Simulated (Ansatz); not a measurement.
**Two runs on NiSi2**

System: NiSi2 (3 atoms in the cell).
Method of run A: Kohn-Sham DFT of a periodic cell, PBE with D4, Ansatz PAW, spin-polarised (Ansatz 0.2.0).

The structure derives from an entry of the Crystallography Open Database. Text and figures count atoms from 1; the logs count them from 0 in places.

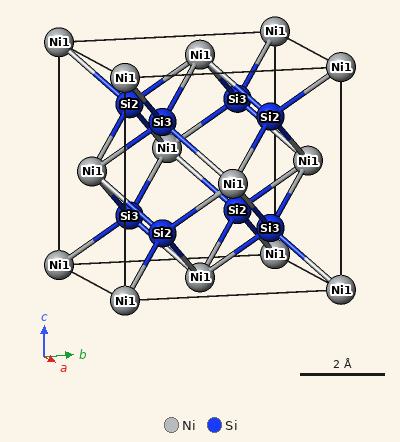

Fig. 1: The structure as given in the input (ball-and-stick view of the cell 4 times as large as that of the calculation, set on its symmetry axes, seen slightly off an axis; atoms are numbered from 1 in the order of the input). An atom can appear more than once, as a periodic image.

The input, run A:
```yaml
crystal:
  lattice:
    - [0.0, 2.703, 2.703]
    - [2.703, 0.0, 2.703]
    - [2.703, 2.703, 0.0]
  atoms:
    - { symbol: Ni, position: [0.0, 0.0, 0.0], spin: 1.0 }
    - { symbol: Si, position: [0.75, 0.75, 0.75] }
    - { symbol: Si, position: [0.25, 0.25, 0.25] }
hamiltonian:
  xc: pbe
  pseudopotentials: { kind: paw }
  dispersion: d4
magnetization:
  spin_polarized: true
kpoints:
  mp_grid: { grid: [9, 9, 9] }
scf:
  occupations: { method: fermi_dirac, width: 0.05 }
output:
  forces: true
  stress: true
relax:
  f_tol: 0.01
  max_steps: 40
  cell: { stress_tol: 0.05 }
```

Launched with:
```bash
ansatz run input.yaml --threads 2 --pin off --max-ram 5632MiB --backend cpu --events-out ev --progress --plain --runs-dir out
```

Hardware: 2 threads of Intel Xeon (Sapphire Rapids), 16 GiB of memory available, shared host.

Output, shortened to warnings, some set-up lines, iterations and results (run A):
```
WARN: the starting moments were not kept: the SCF closed with an absolute magnetisation of 4.6e-7 μB, where they sum to 1 μB in size (1 site). That is at most 0.1 of that sum. Measured as dr2_m measures the in/out step, that magnetisation stands 1.8e-13 eV from none, at or under the dr2_threshold of 1.0e-7 eV: it is no larger than a step whose dr2_m would equal this threshold. The system may hold …
Basis set: ecut = 420 eV, 749 PW (Γ), exchange–correlation on 54×54×54 points (8 copies of the dense FFT grid, shifted against one another)
Symmetry: 48 space group operations
k-points: 35 of 729
Initial density: superposition of atomic densities (chi_scale 0.1, normalization cell)
[...]
SCF iter   1: F=—  HF=-7112.328101 eV  |F-HF|=—  |Δ(HF+E_count)|=         —  Δρ=6.81e-2 (↑6.81e-2 ↓3.04e-2)  dr2=1.37e0  dr2_m=5.03e-1  M=0.211 μB ∫|m|=0.638 μB  β_m=0.30  …
SCF iter   2: F=—  HF=-7112.107977 eV  |F-HF|=—  |Δ(HF+E_count)|=   2.20e-1  Δρ=5.11e-2 (↑2.39e-2 ↓5.11e-2)  dr2=1.10e0  dr2_m=3.72e-1  M=0.233 μB ∫|m|=0.475 μB  β_m=0.40  …
SCF iter   3: F=—  HF=-7113.057693 eV  |F-HF|=—  |Δ(HF+E_count)|=   9.50e-1  Δρ=3.49e-2 (↑2.41e-2 ↓3.49e-2)  dr2=5.69e-1  dr2_m=2.44e-1  M=0.206 μB ∫|m|=0.371 μB  β_m=0.34  …
SCF iter   4: F=—  HF=-7113.683378 eV  |F-HF|=—  |Δ(HF+E_count)|=   6.26e-1  Δρ=2.00e-2 (↑1.45e-2 ↓2.00e-2)  dr2=1.93e-1  dr2_m=8.78e-2  M=0.136 μB ∫|m|=0.213 μB  β_m=0.61  …
SCF iter   5: F=—  HF=-7113.691504 eV  |F-HF|=—  |Δ(HF+E_count)|=         —  Δρ=1.28e-2 (↑1.28e-2 ↓1.05e-2)  dr2=1.35e-1  dr2_m=9.48e-4  M=0.010 μB ∫|m|=0.027 μB  β_m=0.61  …
[... 36 lines ...]
SCF iter   6: F=—  HF=-7113.769312 eV  |F-HF|=—  |Δ(HF+E_count)|=  4.87e-10  Δρ=1.74e-7 (↑1.74e-7 ↓1.74e-7)  dr2=3.56e-11  dr2_m=1.31e-17  M=0.000 μB ∫|m|=0.000 μB  β_m=0.77  …
SCF iter   7: F=—  HF=-7113.769312 eV  |F-HF|=—  |Δ(HF+E_count)|=  4.73e-11  Δρ=6.23e-8 (↑6.23e-8 ↓6.22e-8)  dr2=4.63e-12  dr2_m=1.25e-18  M=0.000 μB ∫|m|=0.000 μB  β_m=0.88  …
SCF iter   8: F=-7113.769312 eV  HF=-7113.769312 eV  |F-HF|=6.37e-12  |Δ(HF+E_count)|=  1.18e-11  Δρ=7.82e-8 (↑7.81e-8 ↓7.82e-8)  dr2=7.23e-12  dr2_m=1.20e-18  M=0.000 μB …
SCF 4 converged in 8 iterations: F = -7113.769312 eV  dr2 = 7.23e-12
relax step   4: F+E_penalty+E_count = -7113.76931209 eV  Δ(F+E_penalty+E_count) = +9.908e-5 eV  max|allowed force component| = 6.322e-17 eV/Å  Δτ_max = 0.0000 Å  P = +0.009 …
basis re-selected at this cell: Δ(F+E_penalty+E_count) = +9.908e-5 eV, ΔP = -0.001 GPa vs the last step (what re-selecting the basis moved, of the pressure what is left beyond the Pulay correction that the steps carried, after the strain that the cell walked since its last selection, with what the …
SCF converged after 8 iterations
Magnetization: 0.0000 μB (13.0000 up, 13.0000 down)
Absolute magnetization: 0.0000 μB (∫|ρ↑−ρ↓|, with the PAW one-centre terms)
Spin contamination: 0.0000 ħ² per cell (⟨S²⟩ above its minimum at these occupations)
Per-site moments (μB) at R_I (Å): [(3.6357432099492486e-10, 0.9625271009796906), (-7.41441066901683e-11, 0.9625271009796906), (-7.414415329638146e-11, 0.9625271009796906)]
Free energy (F): -7113.769312 eV
Harris-Foulkes:  -7113.769312 eV  (|F-HF|=6.37e-12)
Internal energy: -7113.761140 eV  (E = F + TS)
E sigma→0 (E₀):  -7113.765226 eV
Entropy (-TS):   -0.008172 eV (-2.724 meV/atom)
Fermi energy:    13.487158 eV
--- Per-component energies (eV) ---
  E_band       = -340.915386
  E_kinetic    = 371.357882
  E_local      = -4893.345205  (includes V_loc(G=0)·N_el)
  E_nonlocal   = 679.526277
  E_hartree    = 2116.955491
  E_xc         = -199.750830
  E_vxc        = -209.116410  (∫ρ·V_xc dr)
  E_paw        = -2651.184367  (= ΣΔE_a)
  E_vpaw       = -523.249128  (= ΣTr[D̂ρ^β])
  E_aug_tail   = 0.000463  (compensation charges beyond the density's cutoff)
  E_ewald      = -2535.938790
  E_disp       = -1.382061  (pairwise vdW)
  E_smearing   = -0.008172  (= −TS)
  E_closure    = 0.000000  (closes the sum)
  Σ components = -7113.769312   (vs F -7113.769312, Δ=0.00e0)
--- Forces (eV/Å), atoms counted from 1 ---
  atom   1  Ni    -0.00000000    -0.00000000    -0.00000000
  atom   2  Si     0.00000000    -0.00000000    -0.00000000
  atom   3  Si     0.00000000     0.00000000     0.00000000
  max |Σ_I F_I| component: 9.25e-17 eV/Å
--- Stress (GPa, compression-positive) ---
        0.009177      -0.000000      -0.000000
       -0.000000       0.009177      -0.000000
       -0.000000      -0.000000       0.009177
  P = ⅓ Tr σ = 0.0092 GPa (0.092 kbar)
--- Relaxed structure (3 steps of the walk, 3 accepted, 1 SCFs on fresh bases) ---
  F+E_penalty+E_count = -7113.76931209 eV   max|allowed force component| = 6.322e-17 eV/Å   (the final SCF, on the basis selected at the relaxed cell)
[...]
```

Run B used a changed input.

The two runs side by side:

```csv
quantity,run A,run B
outcome,converged,converged
free energy per atom (eV),−2371.2564,−2371.2454
"energy per atom, smearing taken to zero (eV)",−2371.2551,−2371.2440
net moment of the cell (μB),0.00,0.00
absolute moment of the cell (μB),0.00,0.00
pressure (GPa),0.01,0.01
volume per atom (Å³),13.04,13.02
largest force (eV/Å),0.000,0.000
SCF iterations,38,38
irreducible k-points,35,35
wall time (shared host),7.9 s,6.3 s
```

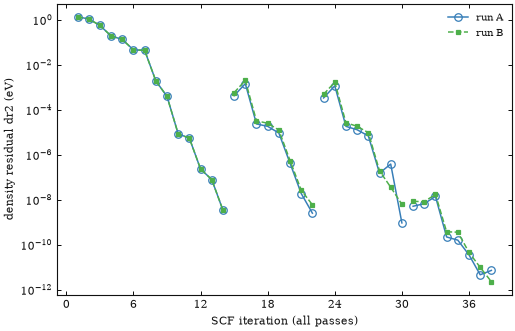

Fig. 2: Convergence of the two runs: density residual dr2 against the SCF iteration. A break in a curve parts two SCF passes. Run A takes 38 iterations in all, and run B takes 38.

Which change of the input explains these differences?

The change (lines with − go, lines with + come):
```diff
-  dispersion: d4
+  dispersion: d3bj
```

The total energies belong to different models, so their difference says nothing on which is more stable or more accurate. The volume per atom goes from 13.04 to 13.02 Å³. The number of SCF iterations is the same.

Output, shortened to warnings, some set-up lines, iterations and results (run B):
```
WARN: the starting moments were not kept: the SCF closed with an absolute magnetisation of 4.6e-7 μB, where they sum to 1 μB in size (1 site). That is at most 0.1 of that sum. Measured as dr2_m measures the in/out step, that magnetisation stands 1.8e-13 eV from none, at or under the dr2_threshold of 1.0e-7 eV: it is no larger than a step whose dr2_m would equal this threshold. The system may hold …
Basis set: ecut = 420 eV, 749 PW (Γ), exchange–correlation on 54×54×54 points (8 copies of the dense FFT grid, shifted against one another)
Symmetry: 48 space group operations
k-points: 35 of 729
Initial density: superposition of atomic densities (chi_scale 0.1, normalization cell)
[...]
SCF iter   1: F=—  HF=-7112.294182 eV  |F-HF|=—  |Δ(HF+E_count)|=         —  Δρ=6.81e-2 (↑6.81e-2 ↓3.04e-2)  dr2=1.37e0  dr2_m=5.03e-1  M=0.211 μB ∫|m|=0.638 μB  β_m=0.30  …
SCF iter   2: F=—  HF=-7112.074058 eV  |F-HF|=—  |Δ(HF+E_count)|=   2.20e-1  Δρ=5.11e-2 (↑2.39e-2 ↓5.11e-2)  dr2=1.10e0  dr2_m=3.72e-1  M=0.233 μB ∫|m|=0.475 μB  β_m=0.40  …
SCF iter   3: F=—  HF=-7113.023775 eV  |F-HF|=—  |Δ(HF+E_count)|=   9.50e-1  Δρ=3.49e-2 (↑2.41e-2 ↓3.49e-2)  dr2=5.69e-1  dr2_m=2.44e-1  M=0.206 μB ∫|m|=0.371 μB  β_m=0.34  …
SCF iter   4: F=—  HF=-7113.649460 eV  |F-HF|=—  |Δ(HF+E_count)|=   6.26e-1  Δρ=2.00e-2 (↑1.45e-2 ↓2.00e-2)  dr2=1.93e-1  dr2_m=8.78e-2  M=0.136 μB ∫|m|=0.213 μB  β_m=0.61  …
SCF iter   5: F=—  HF=-7113.657586 eV  |F-HF|=—  |Δ(HF+E_count)|=         —  Δρ=1.28e-2 (↑1.28e-2 ↓1.05e-2)  dr2=1.35e-1  dr2_m=9.48e-4  M=0.010 μB ∫|m|=0.027 μB  β_m=0.61  …
[... 36 lines ...]
SCF iter   6: F=—  HF=-7113.736065 eV  |F-HF|=—  |Δ(HF+E_count)|=  9.90e-10  Δρ=1.97e-7 (↑1.97e-7 ↓1.97e-7)  dr2=4.58e-11  dr2_m=3.01e-17  M=-0.000 μB ∫|m|=0.000 μB  β_m=0.69 …
SCF iter   7: F=—  HF=-7113.736065 eV  |F-HF|=—  |Δ(HF+E_count)|=  1.14e-10  Δρ=9.08e-8 (↑9.08e-8 ↓9.07e-8)  dr2=9.88e-12  dr2_m=2.72e-18  M=-0.000 μB ∫|m|=0.000 μB  β_m=0.85 …
SCF iter   8: F=-7113.736065 eV  HF=-7113.736065 eV  |F-HF|=1.82e-12  |Δ(HF+E_count)|=  2.36e-11  Δρ=4.38e-8 (↑4.38e-8 ↓4.38e-8)  dr2=2.28e-12  dr2_m=5.49e-19  M=-0.000 μB …
SCF 4 converged in 8 iterations: F = -7113.736065 eV  dr2 = 2.28e-12
relax step   4: F+E_penalty+E_count = -7113.73606475 eV  Δ(F+E_penalty+E_count) = +1.181e-4 eV  max|allowed force component| = 1.010e-16 eV/Å  Δτ_max = 0.0000 Å  P = +0.014 …
basis re-selected at this cell: Δ(F+E_penalty+E_count) = +1.181e-4 eV, ΔP = -0.001 GPa vs the last step (what re-selecting the basis moved, of the pressure what is left beyond the Pulay correction that the steps carried, after the strain that the cell walked since its last selection, with what the …
SCF converged after 8 iterations
Magnetization: -0.0000 μB (13.0000 up, 13.0000 down)
Absolute magnetization: 0.0000 μB (∫|ρ↑−ρ↓|, with the PAW one-centre terms)
Spin contamination: 0.0000 ħ² per cell (⟨S²⟩ above its minimum at these occupations)
Per-site moments (μB) at R_I (Å): [(6.491322358556536e-11, 0.9619507719893206), (-1.0784563481765407e-10, 0.9619507719893206), (-1.0784565843132156e-10, 0.9619507719893208)]
Free energy (F): -7113.736065 eV
Harris-Foulkes:  -7113.736065 eV  (|F-HF|=1.82e-12)
Internal energy: -7113.727808 eV  (E = F + TS)
E sigma→0 (E₀):  -7113.731937 eV
Entropy (-TS):   -0.008256 eV (-2.752 meV/atom)
Fermi energy:    13.519814 eV
--- Per-component energies (eV) ---
  E_band       = -340.322936
  E_kinetic    = 371.481392
  E_local      = -4890.953009  (includes V_loc(G=0)·N_el)
  E_nonlocal   = 679.502057
  E_hartree    = 2116.015903
  E_xc         = -199.803770
  E_vxc        = -209.187536  (∫ρ·V_xc dr)
  E_paw        = -2651.161640  (= ΣΔE_a)
  E_vpaw       = -523.198132  (= ΣTr[D̂ρ^β])
  E_aug_tail   = 0.000626  (compensation charges beyond the density's cutoff)
  E_ewald      = -2537.458135
  E_disp       = -1.351231  (pairwise vdW)
  E_smearing   = -0.008256  (= −TS)
  E_closure    = 0.000000  (closes the sum)
  Σ components = -7113.736065   (vs F -7113.736065, Δ=0.00e0)
--- Forces (eV/Å), atoms counted from 1 ---
  atom   1  Ni    -0.00000000     0.00000000     0.00000000
  atom   2  Si     0.00000000    -0.00000000    -0.00000000
  atom   3  Si     0.00000000     0.00000000     0.00000000
  max |Σ_I F_I| component: 3.70e-17 eV/Å
--- Stress (GPa, compression-positive) ---
        0.013540      -0.000000       0.000000
       -0.000000       0.013540       0.000000
       -0.000000      -0.000000       0.013540
  P = ⅓ Tr σ = 0.0135 GPa (0.135 kbar)
--- Relaxed structure (3 steps of the walk, 3 accepted, 1 SCFs on fresh bases) ---
  F+E_penalty+E_count = -7113.73606475 eV   max|allowed force component| = 1.010e-16 eV/Å   (the final SCF, on the basis selected at the relaxed cell)
[...]
```

For both runs: Warnings: some starting moments were not kept.
